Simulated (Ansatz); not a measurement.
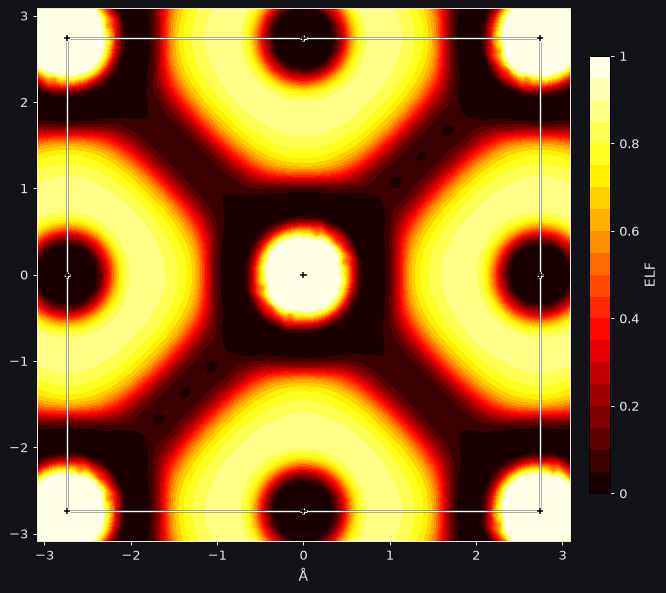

The electron localisation function on a plane through atoms (crosses mark nuclei in the plane).

Computed with DFT, PBE, plane waves, PAW in Ansatz 0.2.0.

Candidates:
A. Si, a = 3.85 Å, b = 3.85 Å, c = 5.49 Å, α = 90.00°, β = 90.00°, γ = 90.00°. Space group I4₁/amd; a structure from a database of computed crystals, not necessarily the ambient phase; started from the database structure prototype, which need not be the ambient phase; changed on purpose from its base cell (uniaxial y strain +0.8%).
B. HgSe, a = 6.26 Å, b = 6.26 Å, c = 6.26 Å, α = 90.00°, β = 90.00°, γ = 90.00°. Space group F-43m; started from the zincblende prototype, which need not be the ambient phase.
C. LiBr, a = 5.48 Å, b = 5.48 Å, c = 5.48 Å, α = 90.00°, β = 90.00°, γ = 90.00°. Space group Fm-3m; started from the measured structure prototype, which need not be the ambient phase.

### Which system is this?

Candidate C: LiBr on the (010) plane of the conventional cell, which holds Li and Br. Li–Br (2.74 Å): the ELF is about 0.75 at the midpoint (an ionic contact with no shared pair).
